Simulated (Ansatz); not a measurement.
## Geometry relaxation, with input and output: Zn8O7 (part 1 of 2)

The run: geometry relaxation of Zn8O7 (defect cell, 15 atoms in the cell). Method and program: DFT PBE, scalar-relativistic, plane waves, PAW, no spin polarisation (Ansatz 0.2.0).

The structure derives from a Materials Project entry. It belongs to a series of runs on one base structure; here: O vacancy (site b), charge +0, atoms relaxed at the host's cell.

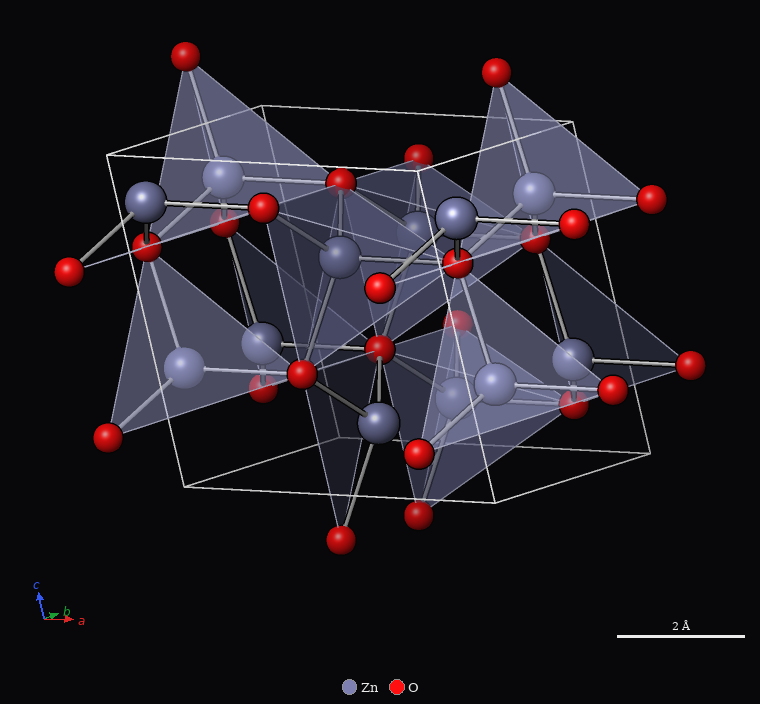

*The input geometry (polyhedral view of the cell of the calculation, seen slightly off an axis; polyhedra are completed across the faces of the cell).*

Input:
```yaml
crystal:
  lattice:
    - [0.0, 0.0, 5.2932331742]
    - [6.5587815588, -1.0e-10, 0.0]
    - [-3.2793907794, 5.6800714478, 0.0]
  atoms:
    - { symbol: Zn, position: [0.5006044116, 0.3333333333, 0.1666666667] }
    - { symbol: Zn, position: [0.5006044116, 0.3333333333, 0.6666666667] }
    - { symbol: Zn, position: [0.5006044116, 0.8333333333, 0.1666666667] }
    - { symbol: Zn, position: [0.5006044116, 0.8333333333, 0.6666666667] }
    - { symbol: Zn, position: [0.0006044116, 0.1666666667, 0.3333333333] }
    - { symbol: Zn, position: [0.0006044116, 0.1666666667, 0.8333333333] }
    - { symbol: Zn, position: [0.0006044116, 0.6666666667, 0.3333333333] }
    - { symbol: Zn, position: [0.0006044116, 0.6666666667, 0.8333333333] }
    - { symbol: O, position: [0.8797055884, 0.3333333333, 0.6666666667] }
    - { symbol: O, position: [0.8797055884, 0.8333333333, 0.1666666667] }
    - { symbol: O, position: [0.8797055884, 0.8333333333, 0.6666666667] }
    - { symbol: O, position: [0.3797055884, 0.1666666667, 0.3333333333] }
    - { symbol: O, position: [0.3797055884, 0.1666666667, 0.8333333333] }
    - { symbol: O, position: [0.3797055884, 0.6666666667, 0.3333333333] }
    - { symbol: O, position: [0.3797055884, 0.6666666667, 0.8333333333] }
  host:
    lattice:
      - [3.2793907794, 0.0, 0.0]
      - [-1.6396953897, 2.8400357239, 0.0]
      - [0.0, 0.0, 5.2932331742]
    atoms:
      - { symbol: Zn, position: [0.6666666667, 0.3333333333, 0.5006044116] }
      - { symbol: Zn, position: [0.3333333333, 0.6666666667, 0.0006044116] }
      - { symbol: O, position: [0.6666666667, 0.3333333333, 0.8797055884] }
      - { symbol: O, position: [0.3333333333, 0.6666666667, 0.3797055884] }
basis:
  ecutwfc: 420
  xc_grid: 2
kpoints:
  mp_grid: { grid: [4, 4, 4], shift: [0.0, 0.0, 0.0] }
hamiltonian:
  xc: pbe
scf:
  occupations: { method: gaussian, width: 0.01 }
output:
  forces: true
  stress: false
  eigenvalues: true
  charged_corrections:
    defect_position: [0.87970559, 0.33333333, 0.16666667]
    epsilon: [[10.5528, 0.0, 0.0], [0.0, 10.5528, 0.0], [0.0, 0.0, 11.5878]]
  write_density: true
  write_potential: true
  elf: true
  volumetric_format: npy
relax:
  adjacent_minimum: "off"
  f_tol: 0.025
  max_steps: 45
```

Machine: 4 threads of Oxide Virtual Turin-like (Zen 5), 32 GiB of memory available, shared host.

Run as:
```bash
ansatz run input.yaml --threads 4 --pin off --max-ram 10240MiB --backend cpu --events-out ev --progress --plain --runs-dir out
```

Output:
```
Engine: ansatz 0.2.0, x86_64-unknown-linux-gnu
Pseudopotentials: kind: paw
Pseudopotential: Zn, paw, valence charge 12, recommended cutoff 420 eV (normal), Zn.paw.azcp
Pseudopotential: O, paw, valence charge 6, recommended cutoff 420 eV (normal), O.paw.azcp
Functional definition: PBE
  parameter kappa = 0.804
  parameter beta = 0.06672455060314922
  exchange = pbe_x(kappa = kappa, mu = beta*pi^2/3)
  correlation = pbe_c(beta = beta)
Crystal: 15 atoms, lattice volume = 197.196 Å³
Basis set: ecut = 420 eV, 3809 PW (Γ), exchange–correlation on 72×90×90 points (8 copies of the dense FFT grid, shifted against one another)
Bands: 84, of which v1, the nominal top of the filled ones, is band 69 counted from 1 (68 counted from 0)
Symmetry: 6 space group operations
Space group: P3m1 (ITA 156), of the structure as read, at distance tolerance 5.8e-5 Å
k-points: 13 of 64 (time reversal used)
Non-local potential: Zn, projectors of the file, l = 0: 2, l = 1: 2, l = 2: 3, l = 3: 1
Non-local potential: O, projectors of the file, l = 0: 2, l = 1: 2, l = 2: 1
PAW form: soft (Blöchl's): semilocal exchange-correlation on the pseudo side does not see the compensation charge
PAW one-centre angular grid: Zn, 590 points (default); XC on 64 Gauss nodes
PAW one-centre angular grid: O, 110 points (default); XC on 64 Gauss nodes
Initial density: superposition of atomic densities (neutral atoms: chi_scale 0, normalization atom), corrected by the library's trained network
Initial wavefunctions: pseudopotential atomic-orbital guess
Functional: x = pbe(κ = 0.804, μ = 0.2195149727645171), c = pbe(β = 0.06672455060314922)
SCF iter   1: F=—  HF=-30525.779427 eV  |F-HF|=—  |Δ(HF+E_count)|=         —  Δρ=2.63e-3  dr2=1.54e-2  ethr=1.77e-3  ⟨swp⟩=6.0  Hψ=3926  notcnv=0  defer=7
preconditioner: auto → Resta (q_TF=auto, 2.571 Å⁻¹)  ε∞=7.8  [insulator: Δε(μ)=0.907 eV  Ē_g=11.941 eV  σ=0.010 eV  W_gap=1.00  n_scr=58 (ndim 8)  ℏωp=31.1 eV  f_vac=0.027  D(μ)=0.00/eV (n_scr^D=0)  ε∞_Penn≈7.8]
SCF iter   2: F=—  HF=-30525.783054 eV  |F-HF|=—  |Δ(HF+E_count)|=   3.63e-3  Δρ=1.37e-3  dr2=4.32e-3  ethr=1.11e-5  ⟨swp⟩=2.4  Hψ=2352  notcnv=0  defer=120
SCF iter   3: F=—  HF=-30525.782552 eV  |F-HF|=—  |Δ(HF+E_count)|=   5.02e-4  Δρ=5.97e-4  dr2=1.59e-3  ethr=3.13e-6  ⟨swp⟩=2.7  Hψ=1901  notcnv=0  defer=120
SCF iter   4: F=—  HF=-30525.782220 eV  |F-HF|=—  |Δ(HF+E_count)|=   3.32e-4  Δρ=2.81e-4  dr2=1.29e-4  ethr=1.15e-6  ⟨swp⟩=2.0  Hψ=1799  notcnv=0  defer=120
SCF iter   5: F=—  HF=-30525.782208 eV  |F-HF|=—  |Δ(HF+E_count)|=   1.23e-5  Δρ=1.34e-4  dr2=2.97e-5  ethr=9.32e-8  ⟨swp⟩=2.0  Hψ=1778  notcnv=0  defer=120
SCF iter   6: F=-30525.782205 eV  HF=-30525.782206 eV  |F-HF|=1.99e-7  |Δ(HF+E_count)|=   2.53e-6  Δρ=4.29e-5  dr2=3.82e-6  ethr=1.13e-8  ⟨swp⟩=15.8  Hψ=11929  notcnv=0
SCF 1 converged in 6 iterations: F = -30525.782205 eV  dr2 = 3.82e-6
  greatest PAW one-centre occupation: 0.987 electrons in one spin orbital (limit 2), on the Zn atom at site 4 (counted from 0), in its partial waves of l = 2
relax step   1: F+E_penalty+E_count = -30525.78220540 eV  Δ(F+E_penalty+E_count) = +0.000e0 eV  max|allowed force component| = 6.986e-1 eV/Å  Δτ_max = 0.0000 Å  (6 SCF iters, dr2 threshold 1.56e-5 eV, accepted)
Initial density: handed on by an earlier stage of this run
Initial wavefunctions: those handed on with the density
iter 1 solved again at ethr=7.11e-5 eV; its pass at ethr=3.10e-3 eV (dr2=9.81e-2 eV) is discarded
SCF iter   1: F=—  HF=-30525.989368 eV  |F-HF|=—  |Δ(HF+E_count)|=         —  Δρ=9.58e-3  dr2=1.04e-1  ethr=7.11e-5  ⟨swp⟩=1.3  Hψ=3411  notcnv=0  defer=122
preconditioner: auto → Resta (q_TF=auto, 2.571 Å⁻¹)  ε∞=7.8  [insulator: Δε(μ)=1.232 eV  Ē_g=11.886 eV  σ=0.010 eV  W_gap=1.00  n_scr=58 (ndim 8)  ℏωp=31.1 eV  f_vac=0.028  D(μ)=0.00/eV (n_scr^D=0)  ε∞_Penn≈7.8]
SCF iter   2: F=—  HF=-30525.954656 eV  |F-HF|=—  |Δ(HF+E_count)|=   3.47e-2  Δρ=4.63e-3  dr2=2.34e-2  ethr=7.11e-5  ⟨swp⟩=2.3  Hψ=1636  notcnv=0  defer=122
SCF iter   3: F=—  HF=-30525.946295 eV  |F-HF|=—  |Δ(HF+E_count)|=   8.36e-3  Δρ=1.09e-3  dr2=1.78e-3  ethr=1.69e-5  ⟨swp⟩=2.8  Hψ=1884  notcnv=0  defer=122
SCF iter   4: F=—  HF=-30525.945949 eV  |F-HF|=—  |Δ(HF+E_count)|=   3.46e-4  Δρ=2.97e-4  dr2=1.21e-4  ethr=1.29e-6  ⟨swp⟩=2.0  Hψ=1915  notcnv=0  defer=122
SCF iter   5: F=—  HF=-30525.946090 eV  |F-HF|=—  |Δ(HF+E_count)|=   1.41e-4  Δρ=2.34e-4  dr2=8.91e-5  ethr=8.78e-8  ⟨swp⟩=2.0  Hψ=1828  notcnv=0  defer=122
SCF iter   6: F=-30525.946064 eV  HF=-30525.946062 eV  |F-HF|=1.88e-6  |Δ(HF+E_count)|=   2.80e-5  Δρ=5.55e-5  dr2=9.69e-6  ethr=2.21e-8  ⟨swp⟩=13.8  Hψ=9893  notcnv=0
SCF 2 converged in 6 iterations: F = -30525.946064 eV  dr2 = 9.69e-6
  greatest PAW one-centre occupation: 0.987 electrons in one spin orbital (limit 2), on the Zn atom at site 6 (counted from 0), in its partial waves of l = 2
relax step   2: F+E_penalty+E_count = -30525.94606376 eV  Δ(F+E_penalty+E_count) = -1.639e-1 eV  max|allowed force component| = 4.237e-1 eV/Å  Δτ_max = 0.0748 Å  (6 SCF iters, dr2 threshold 3.05e-5 eV, accepted)
SCF iter   1: F=—  HF=-30526.102372 eV  |F-HF|=—  |Δ(HF+E_count)|=         —  Δρ=1.39e-2  dr2=2.06e-1  ethr=1.68e-3  ⟨swp⟩=5.1  Hψ=2901  notcnv=0  defer=84
preconditioner: auto → Resta (q_TF=auto, 2.571 Å⁻¹)  ε∞=7.9  [insulator: Δε(μ)=1.555 eV  Ē_g=11.837 eV  σ=0.010 eV  W_gap=1.00  n_scr=58 (ndim 8)  ℏωp=31.1 eV  f_vac=0.031  D(μ)=0.00/eV (n_scr^D=0)  ε∞_Penn≈7.9]
SCF iter   2: F=—  HF=-30526.030408 eV  |F-HF|=—  |Δ(HF+E_count)|=   7.20e-2  Δρ=6.70e-3  dr2=4.70e-2  ethr=1.49e-4  ⟨swp⟩=2.1  Hψ=1997  notcnv=0  defer=126
SCF iter   3: F=—  HF=-30526.014117 eV  |F-HF|=—  |Δ(HF+E_count)|=   1.63e-2  Δρ=1.71e-3  dr2=4.51e-3  ethr=3.40e-5  ⟨swp⟩=3.0  Hψ=1895  notcnv=0  defer=126
SCF iter   4: F=—  HF=-30526.013281 eV  |F-HF|=—  |Δ(HF+E_count)|=   8.36e-4  Δρ=4.94e-4  dr2=3.62e-4  ethr=3.27e-6  ⟨swp⟩=2.0  Hψ=1913  notcnv=0  defer=126
SCF iter   5: F=—  HF=-30526.013579 eV  |F-HF|=—  |Δ(HF+E_count)|=   2.98e-4  Δρ=3.48e-4  dr2=2.01e-4  ethr=2.62e-7  ⟨swp⟩=2.0  Hψ=1848  notcnv=0  defer=126
SCF iter   6: F=—  HF=-30526.013529 eV  |F-HF|=—  |Δ(HF+E_count)|=   5.05e-5  Δρ=9.45e-5  dr2=2.81e-5  ethr=1.46e-7  ⟨swp⟩=2.0  Hψ=1774  notcnv=0  defer=126
SCF iter   7: F=—  HF=-30526.013541 eV  |F-HF|=—  |Δ(HF+E_count)|=   1.16e-5  Δρ=8.11e-5  dr2=1.16e-5  ethr=8.13e-9  ⟨swp⟩=16.2  Hψ=11002  notcnv=0
SCF iter   8: F=-30526.013540 eV  HF=-30526.013540 eV  |F-HF|=9.33e-8  |Δ(HF+E_count)|=   4.63e-7  Δρ=2.05e-5  dr2=1.08e-6  ethr=8.13e-9  ⟨swp⟩=10.5  Hψ=10011  notcnv=0
SCF 3 converged in 8 iterations: F = -30526.013540 eV  dr2 = 1.08e-6
relax step   3: F+E_penalty+E_count = -30526.01353995 eV  Δ(F+E_penalty+E_count) = -6.748e-2 eV  max|allowed force component| = 1.309e-1 eV/Å  Δτ_max = 0.1635 Å  (8 SCF iters, dr2 threshold 1.12e-5 eV, accepted)
SCF iter   1: F=—  HF=-30526.021961 eV  |F-HF|=—  |Δ(HF+E_count)|=         —  Δρ=2.51e-3  dr2=7.28e-3  ethr=4.11e-5  ⟨swp⟩=3.9  Hψ=2454  notcnv=0  defer=126
preconditioner: auto → Resta (q_TF=auto, 2.571 Å⁻¹)  ε∞=7.9  [insulator: Δε(μ)=1.471 eV  Ē_g=11.866 eV  σ=0.010 eV  W_gap=1.00  n_scr=58 (ndim 8)  ℏωp=31.1 eV  f_vac=0.029  D(μ)=0.00/eV (n_scr^D=0)  ε∞_Penn≈7.9]
SCF iter   2: F=—  HF=-30526.019555 eV  |F-HF|=—  |Δ(HF+E_count)|=   2.41e-3  Δρ=1.16e-3  dr2=1.42e-3  ethr=5.27e-6  ⟨swp⟩=2.0  Hψ=2007  notcnv=0  defer=126
SCF iter   3: F=—  HF=-30526.019082 eV  |F-HF|=—  |Δ(HF+E_count)|=   4.73e-4  Δρ=3.88e-4  dr2=2.06e-4  ethr=1.03e-6  ⟨swp⟩=2.0  Hψ=1841  notcnv=0  defer=126
SCF iter   4: F=—  HF=-30526.018997 eV  |F-HF|=—  |Δ(HF+E_count)|=   8.46e-5  Δρ=9.69e-5  dr2=1.48e-5  ethr=1.50e-7  ⟨swp⟩=2.0  Hψ=1772  notcnv=0  defer=126
SCF iter   5: F=—  HF=-30526.019012 eV  |F-HF|=—  |Δ(HF+E_count)|=   1.41e-5  Δρ=7.51e-5  dr2=1.07e-5  ethr=1.07e-8  ⟨swp⟩=2.2  Hψ=1859  notcnv=0  defer=126
SCF iter   6: F=-30526.019010 eV  HF=-30526.019010 eV  |F-HF|=6.72e-8  |Δ(HF+E_count)|=   1.41e-6  Δρ=1.78e-5  dr2=1.10e-6  ethr=1.19e-9  ⟨swp⟩=13.5  Hψ=9304  notcnv=0
SCF 4 converged in 6 iterations: F = -30526.019010 eV  dr2 = 1.10e-6
  greatest PAW one-centre occupation: 0.987 electrons in one spin orbital (limit 2), on the Zn atom at site 5 (counted from 0), in its partial waves of l = 2
relax step   4: F+E_penalty+E_count = -30526.01901008 eV  Δ(F+E_penalty+E_count) = -5.470e-3 eV  max|allowed force component| = 5.242e-2 eV/Å  Δτ_max = 0.0196 Å  (6 SCF iters, dr2 threshold 1.64e-6 eV, accepted)
SCF iter   1: F=—  HF=-30526.020523 eV  |F-HF|=—  |Δ(HF+E_count)|=         —  Δρ=1.28e-3  dr2=1.79e-3  ethr=1.53e-5  ⟨swp⟩=3.4  Hψ=2415  notcnv=0  defer=125
preconditioner: auto → Resta (q_TF=auto, 2.571 Å⁻¹)  ε∞=7.9  [insulator: Δε(μ)=1.477 eV  Ē_g=11.855 eV  σ=0.010 eV  W_gap=1.00  n_scr=58 (ndim 8)  ℏωp=31.1 eV  f_vac=0.029  D(μ)=0.00/eV (n_scr^D=0)  ε∞_Penn≈7.9]
SCF iter   2: F=—  HF=-30526.019892 eV  |F-HF|=—  |Δ(HF+E_count)|=   6.30e-4  Δρ=6.08e-4  dr2=4.03e-4  ethr=1.30e-6  ⟨swp⟩=2.0  Hψ=1902  notcnv=0  defer=125
SCF iter   3: F=—  HF=-30526.019767 eV  |F-HF|=—  |Δ(HF+E_count)|=   1.26e-4  Δρ=1.68e-4  dr2=3.54e-5  ethr=2.92e-7  ⟨swp⟩=2.0  Hψ=1831  notcnv=0  defer=125
SCF iter   4: F=—  HF=-30526.019768 eV  |F-HF|=—  |Δ(HF+E_count)|=   1.32e-6  Δρ=4.48e-5  dr2=2.81e-6  ethr=2.56e-8  ⟨swp⟩=2.0  Hψ=1773  notcnv=0  defer=125
SCF iter   5: F=—  HF=-30526.019771 eV  |F-HF|=—  |Δ(HF+E_count)|=   3.21e-6  Δρ=2.36e-5  dr2=1.16e-6  ethr=2.03e-9  ⟨swp⟩=2.0  Hψ=1773  notcnv=0  defer=125
SCF iter   6: F=—  HF=-30526.019771 eV  |F-HF|=—  |Δ(HF+E_count)|=   1.04e-7  Δρ=8.64e-6  dr2=2.04e-7  ethr=8.42e-10  ⟨swp⟩=2.0  Hψ=1818  notcnv=0  defer=125
SCF iter   7: F=-30526.019771 eV  HF=-30526.019771 eV  |F-HF|=2.93e-9  |Δ(HF+E_count)|=   3.19e-8  Δρ=2.76e-6  dr2=2.10e-8  ethr=7.25e-11  ⟨swp⟩=12.8  Hψ=7621  notcnv=0
SCF 5 converged in 7 iterations: F = -30526.019771 eV  dr2 = 2.10e-8
relax step   5: F+E_penalty+E_count = -30526.01977102 eV  Δ(F+E_penalty+E_count) = -7.609e-4 eV  max|allowed force component| = 8.276e-3 eV/Å  Δτ_max = 0.0165 Å  (7 SCF iters, accepted)
```

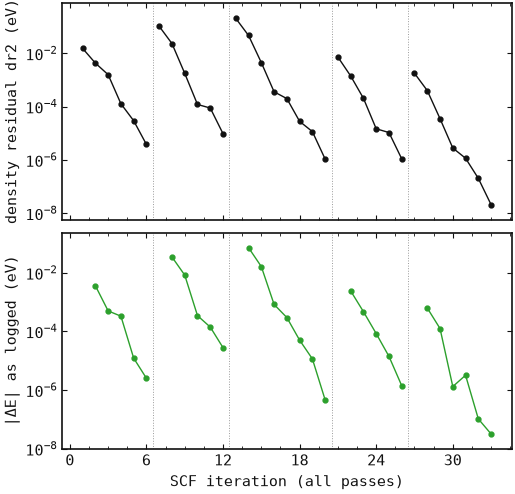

*Convergence of the self-consistent field: density residual dr2 and size of the energy change against the SCF iteration. The dotted lines part the SCF passes of the relaxation: geometry steps, rejected trials and re-solves on a re-selected basis.*

The 5 passes take 6 to 8 iterations each, 33 in all.

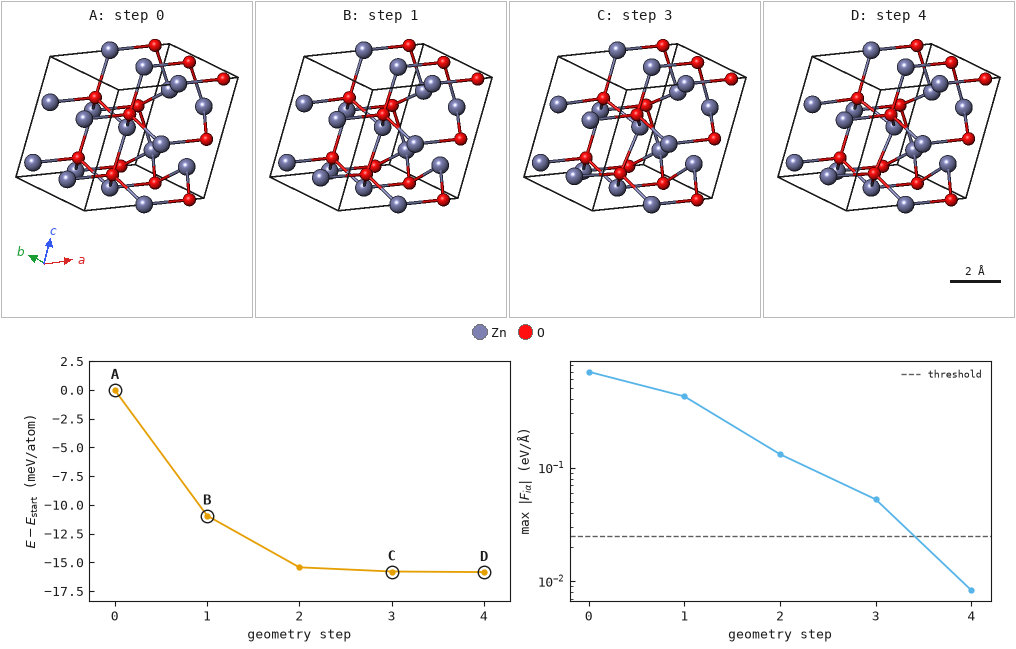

*Frames of the relaxation (ball-and-stick view of the cell of the calculation (origin shifted), seen slightly off an axis) above the curves, on which the letters mark them (the first geometry is step 0 here and step 1 in the log).*

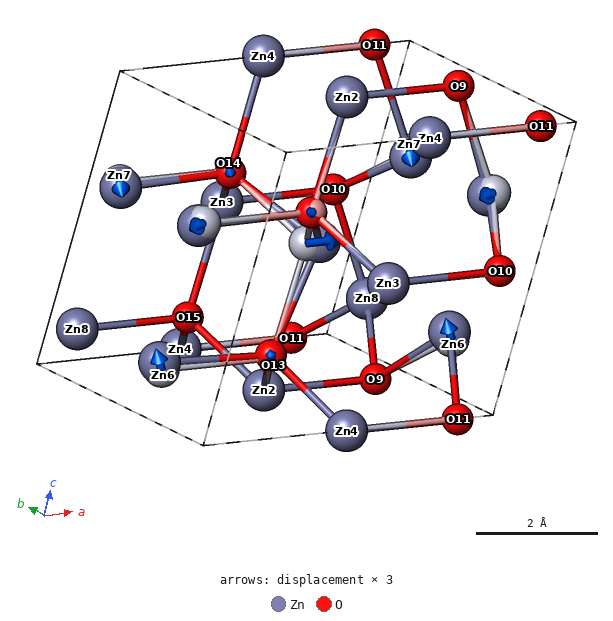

*Start (faint) and end (solid) with the displacements as blue arrows, magnified 3 times (ball-and-stick view of the cell of the calculation (origin shifted), seen slightly off an axis).*

The energy falls by 15.8 meV per atom in 4 geometry steps. Largest force component: 0.7 eV/Å at the start, 0.0083 eV/Å at the end. The atom that moves furthest is Zn1 (0.24 Å). Largest moves by element: Zn 0.24 Å, O 0.05 Å. The cell stays as it was. Among the contacts that change: Zn1–O12 1.999 → 2.046 Å, Zn5–O10 1.999 → 2.040 Å, Zn2–O9 2.007 → 2.031 Å, Zn2–O12 1.999 → 2.015 Å. Among the angles that change: Zn5–O10–Zn7 110.3° → 118.0°, O12–Zn1–O13 110.3° → 102.6°, O10–Zn7–O11 110.3° → 105.1°. (Atoms are counted from 1 in the order of the input.)

```
SCF converged after 7 iterations
Free energy (F): -30526.019771 eV
Harris-Foulkes:  -30526.019771 eV  (|F-HF|=2.93e-9)
Internal energy: -30526.019771 eV  (E = F + TS)
E sigma→0 (E₀):  -30526.019771 eV
Fermi energy:    7.535626 eV
--- Per-component energies (eV) ---
  E_band       = 147.909230
  E_kinetic    = 2257.719162
  E_local      = -16041.391550  (includes V_loc(G=0)·N_el)
  E_nonlocal   = 5283.049072
  E_hartree    = 6590.307220
  E_xc         = -1601.119720
  E_vxc        = -1058.368055  (∫ρ·V_xc dr)
  E_paw        = -15757.848742  (= ΣΔE_a)
  E_vpaw       = -3473.726908  (= ΣTr[D̂ρ^β])
  E_aug_tail   = 0.014066  (compensation charges beyond the density's cutoff)
  E_ewald      = -11256.749279
  E_smearing   = -0.000000  (= −TS)
  E_closure    = 0.000000  (closes the sum)
  Σ components = -30526.019771   (vs F -30526.019771, Δ=0.00e0)
```
